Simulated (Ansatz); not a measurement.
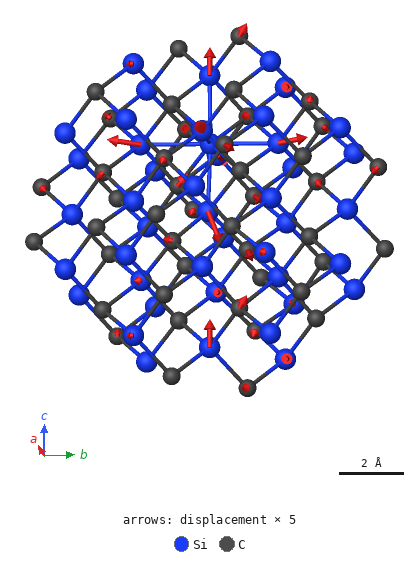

This is a relaxation of a defect cell of composition Si33C32 (cell charge +2). The starting structure is drawn; red arrows show the displacements, magnified 5 times.

Style: ball-and-stick. Shown: the atoms within 5.8 Å of the atom that moves most (axes of the cell of the calculation (origin shifted)), from a free direction.

Method: Ansatz, DFT, PBEsol, PAW, plane waves. Settings: plane-wave cutoff 420 eV; k-point mesh 1 × 1 × 1; mesh shifted by (0.25, 0.25, 0.25); no spin polarisation; atoms relaxed in a fixed cell; force threshold 0.03 eV/Å; at most 80 steps.

### Which element moves most?

Silicon: up to 0.23 Å, against 0.11 Å for carbon.

### What happened in the run?

The energy falls by 4.742 eV per cell of the calculation in 7 accepted moves (9 points after the start). Largest force component: 6.8 eV/Å at the start, 0.0098 eV/Å at the end. The line search rejected the trial steps at points 5, 7 of the run. The atom that moves furthest is a Si atom (0.23 Å along [0 1 −3]). Largest moves by element: Si 0.23 Å, C 0.11 Å. The lattice vectors keep their values. Near-neighbour distances that change, for instance: Si–Si 3.069 → 3.449 Å, Si–Si 3.089 → 3.448 Å, Si–Si 2.165 → 2.400 Å, Si–Si 2.147 → 2.363 Å. Bond angles that change, for instance: C–Si–C 110.6° → 96.3°, C–Si–C 110.1° → 96.2°, C–Si–C 109.5° → 96.2°.

Limits of the set-up: the cell is charged, on a uniform background, and energies carry no finite-size correction.
